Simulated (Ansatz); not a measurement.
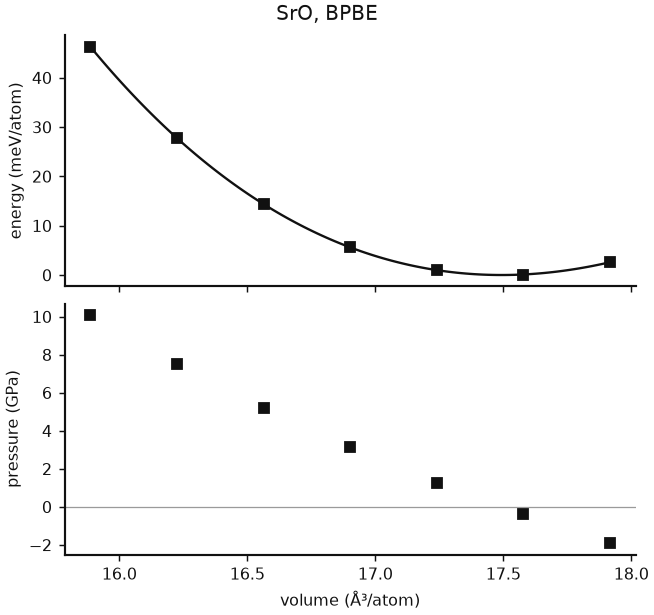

The picture above shows the energy and pressure against volume for SrO, space group Fm-3m (No. 225).

Starting cell:
```yaml
crystal:
  lattice:
    - [0.00000, 2.56630, 2.56630]
    - [2.56630, 0.00000, 2.56630]
    - [2.56630, 2.56630, 0.00000]
  atoms:
    - { symbol: Sr, position: [0.50000, 0.50000, 0.50000] }
    - { symbol: O, position: [0.00000, 0.00000, 0.00000] }
```

How it was computed, with Ansatz 0.2.0: plane-wave DFT, no spin polarisation; energies at scaled volumes of the given cell, shape and fractions fixed, counted from the fit's minimum, third-order Birch-Murnaghan fit. Level: BPBE.

k mesh 9×9×9; occupations Methfessel–Paxton; smearing width 0.1 eV; potentials Ansatz PAW large core; wave cutoff 420 eV; density cutoff 1680 eV.

Give the fitted equation-of-state parameters.

A third-order Birch–Murnaghan fit gives V0 = 17.49 Å³/atom, B0 = 84.5 GPa and B′ = 4.4.

Read off the course of the pressure.

It falls from 10.09 GPa at volume 15.89 Å³/atom to −1.91 GPa at 17.92 Å³/atom, and changes sign near 17.50 Å³/atom.

Caveats: the functional was run on potentials made for another functional.

The computed values:

```json
{"volume (Å³/atom)": "15.89", "energy (meV/atom)": "46.26", "pressure (GPa)": "10.09"}
{"volume (Å³/atom)": "16.23", "energy (meV/atom)": "27.74", "pressure (GPa)": "7.52"}
{"volume (Å³/atom)": "16.56", "energy (meV/atom)": "14.39", "pressure (GPa)": "5.21"}
{"volume (Å³/atom)": "16.90", "energy (meV/atom)": "5.64", "pressure (GPa)": "3.14"}
{"volume (Å³/atom)": "17.24", "energy (meV/atom)": "1.00", "pressure (GPa)": "1.27"}
{"volume (Å³/atom)": "17.58", "energy (meV/atom)": "0.09", "pressure (GPa)": "-0.40"}
{"volume (Å³/atom)": "17.92", "energy (meV/atom)": "2.58", "pressure (GPa)": "-1.91"}
```
